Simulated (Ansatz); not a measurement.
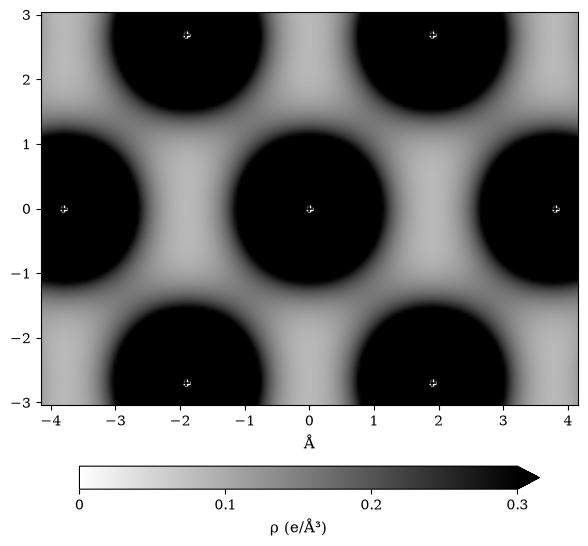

The valence electron density on a plane through atoms (crosses mark nuclei in the plane).

Computed with Kohn-Sham DFT of a periodic cell, PBE, Ansatz PAW in Ansatz.

Candidates:
A. PtS2, a = 3.61 Å, b = 3.61 Å, c = 5.14 Å, α = 90.00°, β = 90.00°, γ = 120.00°. Space group P-3m1; not relaxed (largest force 0.4 eV/Å); computed pressure about 3 GPa in this cell.
B. Sn, a = 3.81 Å, b = 3.81 Å, c = 3.81 Å, α = 90.00°, β = 90.00°, γ = 90.00°. Space group Im-3m; a structure from a database of computed crystals, not necessarily the ambient phase.

Question: Which candidate gave the map?

Answer: Candidate B: Sn on the (011) plane of the conventional cell, which holds Sn. Sn–Sn (3.30 Å): ρ is about 0.16 e/Å³ halfway.
